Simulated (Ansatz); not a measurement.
Consider AlNi.

```yaml
crystal:
  lattice:
    - [6.36102, 5.52822, -5.52821]
    - [0.00001, -5.58401, -5.58401]
    - [-6.39326, 0.01551, -0.01551]
  atoms:
    - { symbol: Al, position: [0.27010, 0.26115, 0.99781] }
    - { symbol: Al, position: [0.77010, 0.76115, 0.99781] }
    - { symbol: Al, position: [0.01457, 0.00000, 0.79681] }
    - { symbol: Al, position: [0.51457, 0.50000, 0.79681] }
    - { symbol: Al, position: [0.22406, 0.22189, 0.48867] }
    - { symbol: Al, position: [0.72406, 0.72189, 0.48867] }
    - { symbol: Al, position: [0.27010, 0.73885, 0.99781] }
    - { symbol: Al, position: [0.77010, 0.23885, 0.99781] }
    - { symbol: Al, position: [0.49773, 0.00000, 0.73019] }
    - { symbol: Al, position: [0.99773, 0.50000, 0.73019] }
    - { symbol: Ni, position: [0.48844, 0.50000, 0.22894] }
    - { symbol: Ni, position: [0.98844, 0.00000, 0.22894] }
    - { symbol: Al, position: [0.22406, 0.77811, 0.48867] }
    - { symbol: Al, position: [0.72406, 0.27811, 0.48867] }
    - { symbol: Al, position: [0.49358, 0.00000, 0.25364] }
    - { symbol: Al, position: [0.99358, 0.50000, 0.25364] }
    - { symbol: Ni, position: [0.24731, 0.50000, 0.70839] }
    - { symbol: Ni, position: [0.74731, 0.00000, 0.70839] }
    - { symbol: Ni, position: [0.48958, 0.73957, 0.52172] }
    - { symbol: Ni, position: [0.98958, 0.23957, 0.52172] }
    - { symbol: Al, position: [0.26585, 0.50000, 0.28149] }
    - { symbol: Al, position: [0.76585, 0.00000, 0.28149] }
    - { symbol: Ni, position: [0.24783, 0.00000, 0.77440] }
    - { symbol: Ni, position: [0.74783, 0.50000, 0.77440] }
    - { symbol: Ni, position: [0.48958, 0.26043, 0.52172] }
    - { symbol: Ni, position: [0.98958, 0.76043, 0.52172] }
    - { symbol: Ni, position: [0.01261, 0.26394, 0.98557] }
    - { symbol: Ni, position: [0.51261, 0.76394, 0.98557] }
    - { symbol: Ni, position: [0.25600, 0.00000, 0.24489] }
    - { symbol: Ni, position: [0.75600, 0.50000, 0.24489] }
    - { symbol: Ni, position: [0.01261, 0.73606, 0.98557] }
    - { symbol: Ni, position: [0.51261, 0.23606, 0.98557] }
```

Space group Cm; a generated structure, not necessarily the stable one; computed without spin polarisation.

Level of theory: Ansatz 0.2.0, DFT PBE, scalar-relativistic, plane waves, PAW.

Question: What can the converged valence pseudo-density and electron localisation function tell about the bonding?

Answer: Al–Ni (2.32 Å): ρ at the midpoint is about 0.38 e/Å³; the ELF is about 0.40 at the midpoint.
Al–Al (2.60 Å): the density is about 0.24 e/Å³ at the midpoint; the ELF reaches about 0.60 near the midpoint.
Ni–Ni (2.63 Å): ρ at the midpoint is about 0.26 e/Å³; the ELF is about 0.25 at the midpoint (no shared electron pair shows on this line).
Al–Ni (2.38 Å): ρ is about 0.35 e/Å³ halfway; the ELF is about 0.40 at the midpoint.

Question: Metal or insulator at this level of theory?

Answer: It is gapless in this calculation (a metal or semimetal).

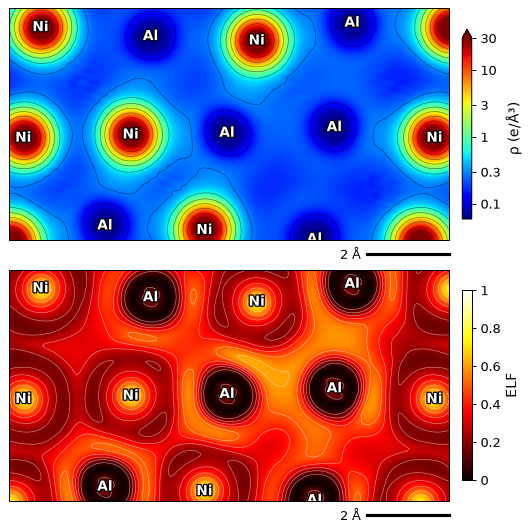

Computed valence pseudo-density and electron localisation function on the (010) plane of the conventional cell, in this order. 

The density is the valence pseudo-density of a PAW calculation; it isn't the true density close to the nuclei.
